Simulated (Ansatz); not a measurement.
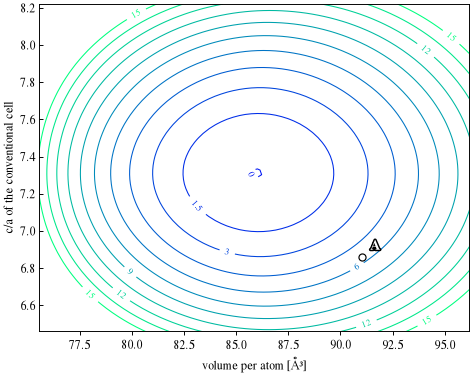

Rb (R-3m, No. 166; 3 atoms in the cell). The energy is mapped over volume and the cell's shape. The first coordinate is: volume per atom; the second: c/a of the conventional cell. Nothing is relaxed (fractional coordinates fixed). The scan uses a 5 × 5 grid. Points are written as (first, second). Energies are in meV/atom, from the lowest grid point. Theory: Ansatz, DFT PBE+D3(BJ), scalar-relativistic, plane waves, PAW. Settings: cutoff 420 eV, k-mesh 12×12×12, gaussian smearing 0.15 eV, no spin polarisation.

Drawn: contour lines labelled in meV/atom (none above 15), the point A. Between grid points the surface is interpolated.

Question: Which way does the force act at A, and how strong is it?

Answer: A, at (91.0 Å³, 6.86), is not a stationary point. The computed force is 0.97 meV/atom for each Å³ towards smaller values of volume per atom and 13 meV/atom for each unit towards larger values of c/a of the conventional cell.
